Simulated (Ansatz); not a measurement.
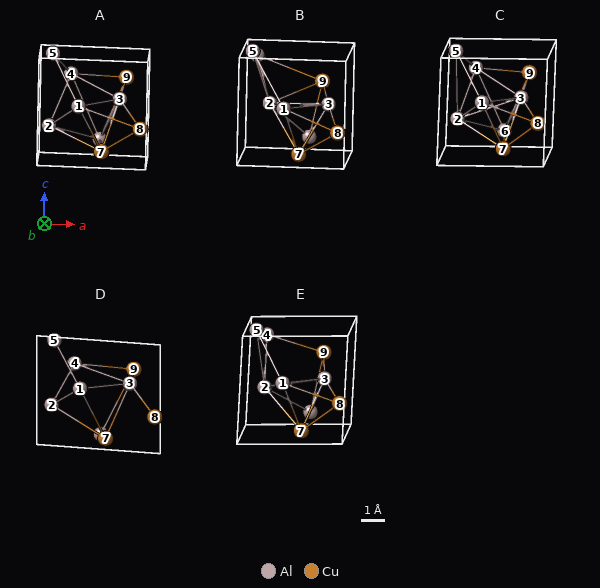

5 geometries from one relaxation of an amorphous cell of composition Al₂Cu (coarse preliminary run), in shuffled order. Style: ball-and-stick. Shown: the cell of the calculation, along the b axis.

Case: atoms packed at random at 1.08 times the crystal's volume.

Computed with DFT PBEsol, scalar-relativistic, plane waves, PAW in Ansatz. Set-up: plane-wave cutoff 420 eV; k-point mesh 3 × 2 × 3; occupations gaussian; smearing width 0.1 eV; mesh shifted by (0, 0.5, 0); no spin polarisation; cell and atoms relaxed; force threshold 0.04 eV/Å; at most 70 steps.

Q: Order the frames from highest to lowest energy.

A: D, A, C, E, B. They are steps 0, 3, 5, 9, 20, at +497 meV per atom, +139 meV per atom, +59.2 meV per atom, +35.3 meV per atom relative to the last. The energy falls by 497 meV per atom in 17 accepted moves (20 points after the start). The largest force component goes from 2.3 to 0.014 eV/Å. Pressure: −1.62 GPa at the start and 0.00 GPa at the end. The line search rejected the trial step at point 13 of the run. At 2 points the geometry stayed and the basis and grid were re-selected for the new cell (energy shift of 3.6 meV per atom at most each time). The atom that moves furthest relative to the cell is Al4 (1.17 Å along [−2 1 1]). By element the largest moves are Al 1.17 Å, Cu 0.75 Å. Cell: a 5.521 → 4.867 Å (−11.8 %), b 5.849 → 6.193 Å (+5.9 %), c 4.788 → 4.797 Å (+0.2 %), α 89.5° → 74.0°, β 94.1° → 88.5°, γ 80.6° → 72.1°. Volume −13.2 %. Near-neighbour distances that change, for instance: Al4–Al6 4.772 → 2.731 Å, Al2–Cu9 4.386 → 2.926 Å, Al3–Al4 4.241 → 2.930 Å, Al3–Al4 (another image) 3.262 → 4.551 Å. New bonds form, among them: Cu7–Cu9 (3.11 → 2.46 Å). Bond angles that change, for instance: Al4–Al2–Cu7 96.7° → 156.4°, Cu7–Al6–Cu8 101.3° → 147.3°, Al1–Al2–Al4 94.0° → 136.2°.

Limits of the set-up: the k-point mesh is coarse for a cell with partly filled bands; the periodic images lie only 4.8 Å apart, so the values are limited by the cell's size.
